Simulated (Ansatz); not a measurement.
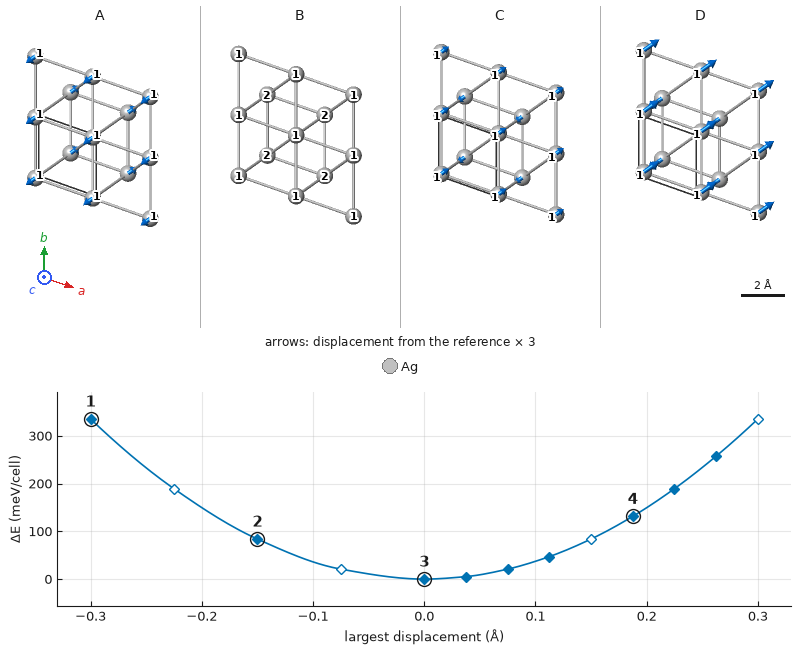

Crystalline Ag (Im-3m): a normal mode of wave vector (0, 0, 1/2) of the primitive cell, folded into a doubled cell, is frozen in with the cell fixed, the amplitude being the largest displacement of an atom. The frames are shuffled; the numbered points of the plot belong to them. Hollow markers are points alike by symmetry, not computed again. Style: ball-and-stick. Shown: the cell of the calculation, repeated 2 × 2 × 2 with one cell outlined, along the c axis. Blue arrows: displacements from the reference.

Level of theory: DFT r2SCAN, scalar-relativistic, plane waves, PAW in Ansatz. (plane-wave cutoff 500 eV; k-point mesh 18 × 18 × 10; occupations gaussian; smearing width 0.15 eV; no spin polarisation). Energies (free energies at the smearing named) are counted from the cell as listed in its source, which wasn't relaxed.

Match the frames to the points.

Point 1 is frame D (the amplitude −0.30 Å, 335 meV/cell); 2 is frame C (the amplitude −0.15 Å, 84 meV/cell); 3 is frame B (the amplitude 0.00 Å, 0 meV/cell); 4 is frame A (the amplitude 0.1875 Å, 131 meV/cell). The harmonic wavenumber of the mode is 97 cm⁻¹, a stable vibration. Of the computed points the lowest is at the amplitude 0.00 Å, 0 meV/cell. The well is symmetric. At the highest point the shortest interatomic distance is 2.57 Å, against 2.87 Å in the reference. The distortion takes the space group from Im-3m to Cmcm.
